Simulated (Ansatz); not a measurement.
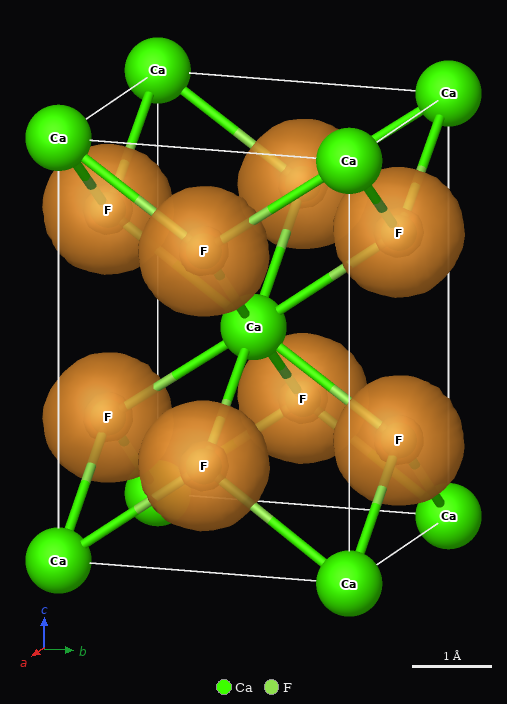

*CaF₂. Isosurface of the electron localisation function at 0.7 (orange), seen slightly off an axis. Only the valence region is drawn (cores and ρ < 0.01 e/Å³ removed). Sticks mark near contacts.*

Space group Imm2; started from the fluorite prototype; changed on purpose from its base cell (atom 3 (F) moved 0.05 A along y).

These are results of DFT PBE, spin-orbit coupling, plane waves, PAW in Ansatz, not measurements.

```
Ca F
1.0
     2.75548    0.00000   -2.75548
    -2.75548    0.00000   -2.75548
     0.00000    5.51095    0.00000
Ca F
2 4
Direct
  0.50000 0.50000 0.50000
  0.00000 0.00000 0.00000
  0.00000 0.50000 0.25000
  0.50000 0.00000 0.75000
  0.50000 0.00000 0.25907
  0.00000 0.50000 0.75907
```

Q: Describe the localisation domains.

A: The surface consists of four regions wrapped around F (the valence shell of each), counted in one cell of 6 atoms. Regions shared between cells count once. Profiles from the grid: Ca–F (2.36 Å): the ELF is about 0.05 at the midpoint; an ionic contact with no shared pair. Ca–F (2.42 Å): the ELF is about 0.05 at the midpoint; an ionic contact with no shared pair.

Q: Does the calculation make it a metal, or give it a gap?

A: It is gapped, with a Kohn–Sham gap of 7.1 eV on the k-point mesh, an upper bound to the gap of this method.
